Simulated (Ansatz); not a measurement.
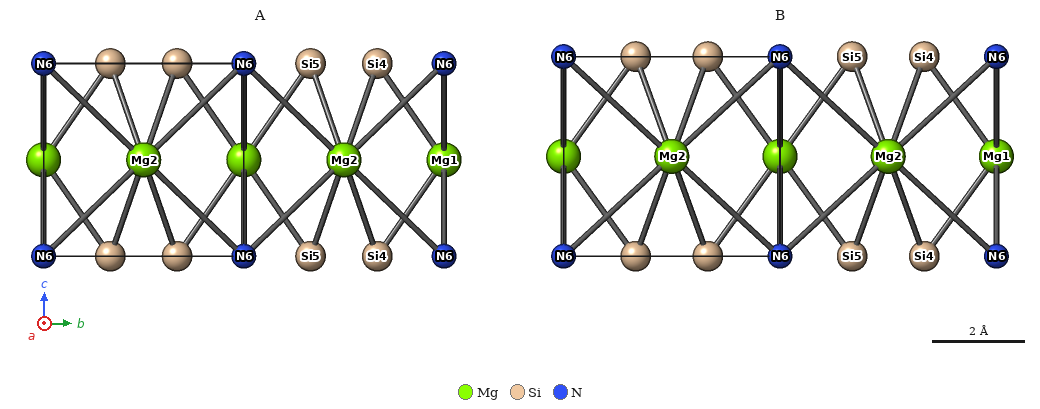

Two geometries of crystalline Mg₃Si₂N (a generated structure, set up in P6/mmm) (coarse preliminary run), drawn at one scale. One is the start of a relaxation, the other its converged end. Style: ball-and-stick. Shown: the cell of the calculation, repeated 1 × 2 × 1 with one cell outlined, along the a axis.

These are results of DFT PBE, scalar-relativistic, plane waves, PAW in Ansatz, not measurements. Settings: plane-wave cutoff 420 eV; k-point mesh 6 × 6 × 4; occupations gaussian; smearing width 0.1 eV; no spin polarisation; cell and atoms relaxed; force threshold 0.04 eV/Å; at most 70 steps.

Which one is relaxed?

Answer. Structure B is the relaxed one. After 4 accepted moves (6 points after the start) the energy has fallen by 0.689 eV per cell of the calculation. All forces vanish by symmetry, so only the cell relaxes. Pressure: 13.16 GPa at the start and 0.04 GPa at the end. At 2 points the geometry stayed and the basis and grid were re-selected for the new cell (energy shift of 28.9 meV per cell of the calculation at most each time). No atom moves by more than 0.005 Å relative to the cell. The volume changes by +21.0 %, with a = b 5.074 → 5.483 Å (+8.1 %), c 4.228 → 4.379 Å (+3.6 %). Some distances before and after: Mg–N 3.302 → 3.509 Å, Mg–Mg 2.537 → 2.742 Å, Mg–Si 2.572 → 2.702 Å. Bond angles that change, for instance: Si–Mg–Si 110.6° → 108.3°, Mg–Si–Mg 110.6° → 108.3°, Si–Mg–Si 69.4° → 71.7°. The space group stays P6/mmm (No. 191).

Limits of the set-up: the k-point mesh is coarse for a cell with partly filled bands.
